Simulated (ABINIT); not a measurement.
## How GaP absorbs and reflects light

Aim: the dielectric function of GaP, and the optical constants that follow from it.

Calculated with ABINIT 10.8.3; DFT, PBE, plane waves with norm-conserving potentials (PseudoDojo), scalar-relativistic, independent-particle linear optical response without local fields.

### Step 1. The starting structure

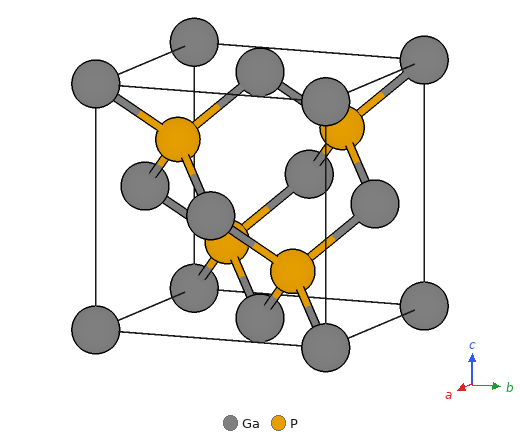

The starting structure, seen slightly off an axis (gallium grey, phosphorus orange). This picture shows the conventional cell, with its axes. Bonds to atoms that aren't drawn are left out. Some periodic images of atoms are drawn too.

Structure file:

```cif
data_structure
_symmetry_space_group_name_H-M 'F-43m'
_symmetry_Int_Tables_number 216
_cell_length_a 5.4505
_cell_length_b 5.4505
_cell_length_c 5.4505
_cell_angle_alpha 90.000
_cell_angle_beta 90.000
_cell_angle_gamma 90.000
_cell_volume 161.92
loop_
_atom_site_label
_atom_site_type_symbol
_atom_site_symmetry_multiplicity
_atom_site_Wyckoff_symbol
_atom_site_fract_x
_atom_site_fract_y
_atom_site_fract_z
_atom_site_occupancy
Ga1 Ga 4 a 0.00000 0.00000 0.00000 1
P1 P 4 c 0.25000 0.25000 0.25000 1
```

### Step 2. Ground state, bands and velocity matrix elements

First the ground state: is it a metal or has it a gap?

This step: DFT, PBE, plane waves with norm-conserving potentials (PseudoDojo), scalar-relativistic, ground state, bands at fixed density and velocity matrix elements (ABINIT 10.8.3).

run.abi

```
# ground state, bands on a dense mesh, and the derivatives d/dk of the wave functions
ndtset 3

ngkpt1 7 7 7
shiftk1 0.0 0.0 0.0
tolvrs1 1.0d-12
nband1 13
prtden1 1

iscf2 -2
getden2 1
ngkpt2 11 11 11
shiftk2 0.0 0.0 0.0
kptopt2 1
nband2 31
nbdbuf2 4
tolwfr2 1.0d-14

optdriver3 8
wfk_task3 "wfk_ddk"
prtevk3 1
getwfk3 2
getden3 1
iscf3 -2
ngkpt3 11 11 11
shiftk3 0.0 0.0 0.0
kptopt3 1
nband3 31

nshiftk 1
occopt 3
tsmear 0.001837
ecut 45.0
nstep 80
iomode 3
chksymbreak 0
chkprim 0
chksymtnons 0
acell 3*1.0 Angstrom
rprim
  0.000000000000 2.725250000000 2.725250000000
  2.725250000000 0.000000000000 2.725250000000
  2.725250000000 2.725250000000 0.000000000000
natom 2
ntypat 2
znucl 31 15
typat 1 2
xred
  0.000000000000 0.000000000000 0.000000000000
  0.750000000000 0.750000000000 0.750000000000
pseudos "Ga.upf, P.upf"
```

Started as:

```sh
$ mpirun -n 4 abinit run.abi
```

Numbers of over 12 decimals in the logs are rounded to 6 here.

Output:

```text
DATASET    1 : space group F-4 3 m (#216); Bravais cF (face-center cubic)
 DATASET    2 : space group F-4 3 m (#216); Bravais cF (face-center cubic)
 DATASET    3 : space group F-4 3 m (#216); Bravais cF (face-center cubic)
            ngfft          45      45      45
                         0.06997    0.06997    0.06997    0.03499    0.01749    0.06997
                         0.06997    0.03499    0.01749    0.03499    0.06997    0.13994
                         0.00451    0.01803    0.01803    0.01803    0.01803    0.01803
                         0.01803    0.01803    0.01803    0.00902    0.00451    0.01803
                         0.01803    0.01803    0.01803    0.01803    0.01803    0.00902
                         0.00451    0.01803    0.01803    0.01803    0.01803    0.00902
                         0.00451    0.01803    0.01803    0.00902    0.00451    0.00902
                         0.01803    0.03606    0.03606    0.03606    0.01803    0.03606
                         0.03606    0.03606    0.03606    0.01803    0.01803    0.03606
                         0.00451    0.01803    0.01803    0.01803    0.01803    0.01803
                         0.01803    0.01803    0.01803    0.00902    0.00451    0.01803
                         0.01803    0.01803    0.01803    0.01803    0.01803    0.00902
                         0.00451    0.01803    0.01803    0.01803    0.01803    0.00902
                         0.00451    0.01803    0.01803    0.00902    0.00451    0.00902
                         0.01803    0.03606    0.03606    0.03606    0.01803    0.03606
                         0.03606    0.03606    0.03606    0.01803    0.01803    0.03606
== DATASET  1 ==================================================================
 Real(R)+Recip(G) space primitive vectors, cartesian coordinates (Bohr,Bohr^-1):
 R(1)=  0.0000000  5.1499761  5.1499761  G(1)= -0.0970878  0.0970878  0.0970878
 R(2)=  5.1499761  0.0000000  5.1499761  G(2)=  0.0970878 -0.0970878  0.0970878
 R(3)=  5.1499761  5.1499761  0.0000000  G(3)=  0.0970878  0.0970878 -0.0970878
 Unit cell volume ucvol=  2.7317795E+02 bohr^3
 Angles (23,13,12)=  6.00000000E+01  6.00000000E+01  6.00000000E+01 degrees
 getcut: wavevector=  0.0000  0.0000  0.0000  ngfft=  45  45  45
     iter   Etot(hartree)      deltaE(h)  residm     vres2
 ETOT  1  -81.661718206711    -8.166E+01 6.884E-01 1.665E+03
 ETOT  2  -83.165353949498    -1.504E+00 6.525E-02 2.237E+03
 ETOT  3  -83.388476209466    -2.231E-01 9.799E-03 3.396E+02
 ETOT  4  -83.416409603214    -2.793E-02 5.733E-03 1.038E+02
 ETOT  5  -83.428095130266    -1.169E-02 8.500E-04 3.242E+00
 ETOT  6  -83.428486399420    -3.913E-04 5.264E-04 2.263E-02
 ETOT  7  -83.428489116699    -2.717E-06 6.210E-05 4.755E-03
 ETOT  8  -83.428489737791    -6.211E-07 4.364E-05 2.372E-05
 ETOT  9  -83.428489740802    -3.011E-09 5.237E-06 1.572E-06
 ETOT 10  -83.428489741001    -1.994E-10 3.839E-06 3.696E-09
 ETOT 11  -83.428489740997     3.780E-12 4.606E-07 1.120E-10
 ETOT 12  -83.428489740997     8.242E-13 3.404E-07 3.404E-12
 ETOT 13  -83.428489740997    -4.832E-13 4.090E-08 1.664E-13
 At SCF step   13       vres2   =  1.66E-13 < tolvrs=  1.00E-12 =>converged.
 Cartesian components of stress tensor (hartree/bohr^3)
  sigma(1 1)= -8.89340203E-05  sigma(3 2)=  0.00000000E+00
  sigma(2 2)= -8.89340203E-05  sigma(3 1)=  0.00000000E+00
  sigma(3 3)= -8.89340203E-05  sigma(2 1)=  0.00000000E+00
 Mean square residual over all n,k,spin=   29.795E-11; max=  40.903E-09
 Fermi (or HOMO) energy (hartree) =   0.18848   Average Vxc (hartree)=  -0.36123
 Eigenvalues (hartree) for nkpt=  20  k points:
 kpt#   1, nband= 13, wtk=  0.00292, kpt=  0.0000  0.0000  0.0000 (reduced coord)
  -0.37537   -0.37537   -0.37537   -0.37180   -0.37180   -0.29917    0.15995    0.15995
   0.15995    0.22675    0.30290    0.30290    0.30290
   2.00000    2.00000    2.00000    2.00000    2.00000    2.00000    2.00000    2.00000
   2.00000    0.00000    0.00000    0.00000    0.00000
kinetic             :  6.52436278989643E+01
hartree             :  2.61222198649849E+01
xc                  : -2.30136477029544E+01
Ewald energy        : -4.82388119106609E+01
psp_core            :  2.15814399552328E+00
local_psp           : -6.85144407636576E+01
non_local_psp       : -3.71855811229953E+01
internal            : -8.34284897407958E+01
'-kT*entropy'       : -2.01257089786207E-10
total_energy        : -8.34284897409970E+01
total_energy_eV     : -2.27020485826113E+03
 Cartesian components of stress tensor (hartree/bohr^3)
  sigma(1 1)= -8.89340203E-05  sigma(3 2)=  0.00000000E+00
  sigma(2 2)= -8.89340203E-05  sigma(3 1)=  0.00000000E+00
  sigma(3 3)= -8.89340203E-05  sigma(2 1)=  0.00000000E+00
-Cartesian components of stress tensor (GPa)         [Pressure=  2.6165E+00 GPa]
== DATASET  2 ==================================================================
 Real(R)+Recip(G) space primitive vectors, cartesian coordinates (Bohr,Bohr^-1):
 R(1)=  0.0000000  5.1499761  5.1499761  G(1)= -0.0970878  0.0970878  0.0970878
 R(2)=  5.1499761  0.0000000  5.1499761  G(2)=  0.0970878 -0.0970878  0.0970878
 R(3)=  5.1499761  5.1499761  0.0000000  G(3)=  0.0970878  0.0970878 -0.0970878
 Unit cell volume ucvol=  2.7317795E+02 bohr^3
 Angles (23,13,12)=  6.00000000E+01  6.00000000E+01  6.00000000E+01 degrees
 getcut: wavevector=  0.0000  0.0000  0.0000  ngfft=  45  45  45
 Mean square residual over all n,k,spin=   52.553E-16; max=  99.814E-16
 Eigenvalues (hartree) for nkpt=  56  k points:
 kpt#   1, nband= 31, wtk=  0.00075, kpt=  0.0000  0.0000  0.0000 (reduced coord)
  -0.37537   -0.37537   -0.37537   -0.37180   -0.37180   -0.29917    0.15995    0.15995
   0.15995    0.22675    0.30290    0.30290    0.30290    0.48378    0.51749    0.51749
   0.61771    0.61771    0.61771    0.74209    1.04992    1.04992    1.04992    1.15711
   1.15711    1.16043    1.16043    1.16043    1.25107    1.25107    1.25107
== DATASET  3 ==================================================================
            ngfft          45      45      45
[...]
0.03606    0.03606    0.03606    0.01803    0.01803    0.03606
                         0.00451    0.01803    0.01803    0.01803    0.01803    0.01803
                         0.01803    0.01803    0.01803    0.00902    0.00451    0.01803
                         0.01803    0.01803    0.01803    0.01803    0.01803    0.00902
                         0.00451    0.01803    0.01803    0.01803    0.01803    0.00902
                         0.00451    0.01803    0.01803    0.00902    0.00451    0.00902
                         0.01803    0.03606    0.03606    0.03606    0.01803    0.03606
                         0.03606    0.03606    0.03606    0.01803    0.01803    0.03606
[shortened to cell, iterations, levels, energies and stress; the echo of variables, forces, comments, warnings and credits are left out]
```

It took 56 s on 4 MPI ranks of Intel Xeon Platinum 8488C (Sapphire Rapids), shared host; peak memory 0.12 GiB.

Read-outs, printed or worked out from the files:

```
total energy           : -83.43 Ha
gap on the k-mesh      : 1.608 eV
direct gap on the mesh : 1.818 eV
```

There is a gap, 1.61 eV on this mesh (points off the mesh can give less), so no carriers' term is needed.

### Step 3. Optical response

The spectrum is a sum over vertical transitions between filled and empty bands at the fixed density, so many empty bands are needed.

This step: DFT, PBE, plane waves with norm-conserving potentials (PseudoDojo), scalar-relativistic, independent-particle linear optical response without local fields (ABINIT 10.8.3).

optic.abi

```
&FILES
 ddkfile_1 = 'runo_DS3_1_EVK.nc',
 ddkfile_2 = 'runo_DS3_2_EVK.nc',
 ddkfile_3 = 'runo_DS3_3_EVK.nc',
 wfkfile = 'runo_DS2_WFK.nc'
/
&PARAMETERS
 broadening = 0.001837,
 domega = 0.0020212,
 maxomega = 0.80849,
 scissor = 0.0,
 tolerance = 0.002,
 nband_sum = 27
/
&COMPUTATIONS
 num_lin_comp = 1,
 lin_comp = 11,
 num_nonlin_comp = 0,
 num_linel_comp = 0,
 num_nonlin2_comp = 0
/
```

Started as:

```sh
$ optic optic.abi
```

Output:

```text

 OPTIC has originally been developed by
 S. Sharma, J. K. Dewhurst and C. Ambrosch-Draxl, Phys. Rev. B 67, 165332 (2003), and
 S. Sharma and C. Ambrosch-Draxl, Physica Scripta T 109 (2004).

 rprimd(bohr)      =   0.00000   5.14998   5.14998
                       5.14998   0.00000   5.14998
                       5.14998   5.14998   0.00000
 natom             =       2
 nkpt,mband        =      56      31
 ecut              =  45.00000 Ha
 newocc: new Fermi energy is       0.188858 , with nelect=     18.000000, Number of bisection calls: 23
 Fermi level: 5.1391  (eV)

 fermie            =   0.18886 Ha   5.13908 eV
 Scissor shift     =   0.00000 Ha
 Tolerance on closeness to singularities     =   0.00200 Ha
 Smearing factor      =   0.00184 Ha
 Will use the antiresonant approximation (meaning that the antiresonant terms are neglected)
 Will not perform the bands decomposition
 linear coeffs to be calculated :
 11
 non-linear coeffs to be calculated :

 electronic part of electro-optic coeffs to be calculated :

 non-linear coeffs (V2) to be calculated :

 linear optic matrix elements will be printed :0
 optic : Call pmat2cart
 No scissor shift to be applied. Returning to main optic routine.
 optic : Call linopt
  linopt            1           1
 calculated the component:           1           1   of dielectric function
  with broadening:         (0.000000,1.83700000000000009E-003)
 and scissors shift:   0.000000
 energy window:   44.384575      eV   1.631103      Ha
 optic : Call nlinopt
 optic : Call linelop
 optic : Call nonlinopt

================================================================================

 Calculation completed.
-
program: optic
version: 10.8.3
start_datetime:
end_datetime:
overall_cpu_time:           0.1
overall_wall_time:           0.1
mpi_procs: 1
omp_threads: 1
...
```

Run time: 0.74 s. Hardware: 1 thread; peak memory 0.05 GiB.

Numbers from this step:

```
electronic dielectric constant ε∞, mean over x, y and z (by symmetry where fewer were run) : 11.04
centre of weight of the strongest loss peak in the window                                  : 15.94 eV
```

The Im ε, E ∥ x has structure finer than the step of the table below, so its rows give means over 2 eV, whole bins alone (the curve runs from 0.0550 to 21.9 eV). Peaks (eV: height): 2.8: 25.7, 4.5: 53.4, 5.2: 30.4.

Sum at mesh points, not converged in k; values under the direct gap are tails of Lorentzian lines. Im ε, E ∥ x against photon energy; means over each step:

```
photon energy (eV)  Im ε, E ∥ x
                 2         3.10
                 4         16.6
                 6         10.6
                 8         3.10
                10         1.53
                12        0.633
                14        0.329
                16        0.221
                18        0.274
                20        0.280
```

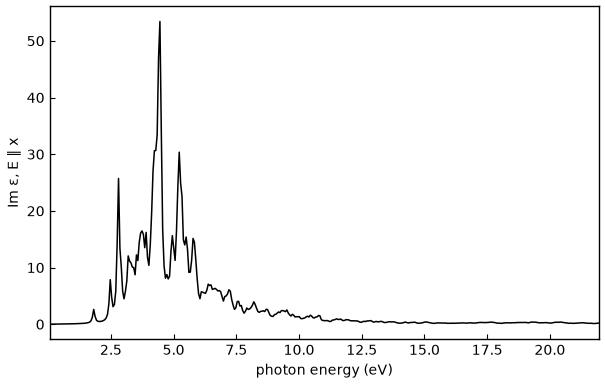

Im ε, E ∥ x against photon energy.

The reflectivity at normal incidence, E ∥ x has structure finer than the step of the table below, so its rows give means over 1 eV, whole bins alone (the curve runs from 0.0550 to 21.9 eV). Peaks (eV: height): 4.6: 79.1, 6.0: 76.7, 7.4: 70.6, 7.8: 70.3, 10.9: 73.4, 12.4: 71.5, 14.0: 70.3.

Sum at mesh points, not converged in k. Table of reflectivity at normal incidence, E ∥ x by photon energy; means over each step:

```
photon energy (eV)  reflectivity at normal incidence, E ∥ x (%)
                 1                                         30.2
                 2                                         35.2
                 3                                         40.9
                 4                                         50.2
                 5                                         56.5
                 6                                         62.6
                 7                                         59.7
                 8                                         59.5
                 9                                         55.5
                10                                         59.2
                11                                         61.9
                12                                         59.2
                13                                         56.8
                14                                         55.8
                15                                         45.6
                16                                         29.8
                17                                         13.0
                18                                         10.7
                19                                         7.16
                20                                         6.98
                21                                         7.10
```

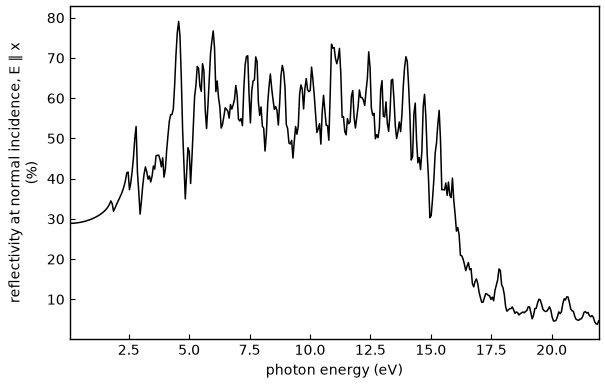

Reflectivity at normal incidence, E ∥ x against photon energy.

The loss function −Im 1/ε at q → 0, E ∥ x has structure finer than the step of the table below, so its rows give means over 2 eV, whole bins alone (the curve runs from 0.0550 to 21.9 eV). Peaks (eV: height): 14.9: 3.40, 15.5: 4.44, 15.9: 6.09, 17.9: 3.31, 19.5: 1.91, 20.6: 2.05.

Sum at mesh points, not converged in k; values under the direct gap are tails of Lorentzian lines. The loss function −Im 1/ε at q → 0, E ∥ x by energy loss; means over each step:

```
energy loss (eV)  loss function −Im 1/ε at q → 0, E ∥ x
               2                                0.00927
               4                                 0.0375
               6                                 0.0721
               8                                  0.134
              10                                  0.226
              12                                  0.411
              14                                   1.26
              16                                   3.63
              18                                   1.84
              20                                   1.46
```

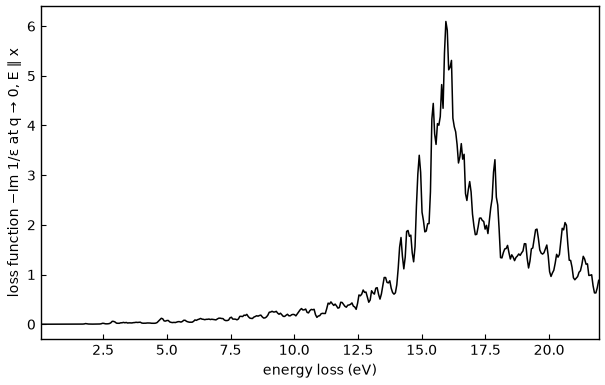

Loss function −Im 1/ε at q → 0, E ∥ x against energy loss.

At chosen wavelengths:

```
wavelength (nm)     n      k  R (%)     1/α
           1550  3.39  0.009   29.6   14 µm
            800  3.63  0.032   32.3  2.0 µm
            633  3.71  0.081   33.1  626 nm
            532  4.29  0.155   38.7  273 nm
            450  5.43  1.424   50.2   25 nm
            365  3.96  1.267   39.5   23 nm
            193  1.35  2.546   55.0  6.0 nm
```

Below the direct gap, k and the depth come from the tails of the Lorentzian lines, not from transitions.

Rows near the edge hang on the gap, which this functional as a rule makes too small, and phonon-assisted absorption is left out.

### Step 4. Results

```json
{"electronic dielectric constant ε∞, mean over x, y and z (by symmetry where fewer were run) (independent particles)": "11.0", "centre of weight of the strongest loss peak in the window, first axis": "15.9 eV"}
```

In words: At this level (PBE, independent particles) GaP has ε∞ = 11.0 and n = 3.39 at 1550 nm. On the mesh the gap is 1.61 eV and the least direct gap 1.82 eV, so on this mesh the band edges lie at different points. Excitons and phonon-assisted transitions are missing, and so are local fields; PBE gaps are as a rule too small, which pulls the onset down and ε∞ up. The sum runs over mesh points 0.18 Å⁻¹ apart with no interpolation, so peaks are partly noise of the mesh and static values carry its error. Besides steps told in other documents, this task had 1 run with a known fault of program or setting; those not told in a step above aren't shown.

[Logs are printed without paths, hosts, clocks, repeated set-up lines and the standing remarks that a program may print on its own settings, such as how far it seeks lower states.]

[Hosts, paths, dates, database ids (printed as entryN), source tags and the programs' standing remarks are cut or masked in the printed files.]
